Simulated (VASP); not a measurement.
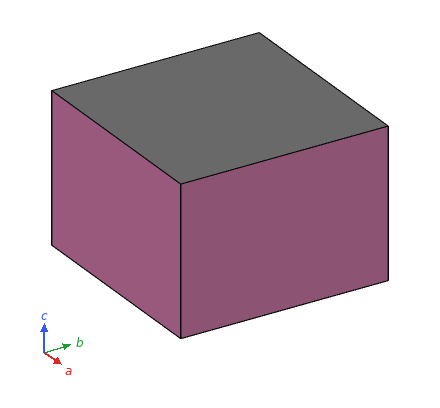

BFDH (Bravais–Friedel–Donnay–Harker) growth shape, computed from the cell and space group alone: each face lies at a distance from the centre proportional to 1/d(hkl), with d taken for the first order that the space group does not extinguish. It ignores bonding, solvent and kinetics. Faces of one form share a colour. Cell of MgSi: space group P4/mmm (No. 123), a = 2.908 Å, b = 2.908 Å, c = 4.103 Å, α = 90.00°, β = 90.00°, γ = 90.00°. Origin: a cell listed in the Materials Project, as set up for an electronic-structure calculation. Forms under 0.4 % of the area are left out.

Question: Give the Miller indices of each colour.

Answer: pink: {100} (d = 2.91 Å, 59 % of the area); grey: {001} (d = 4.10 Å, 41 % of the area).
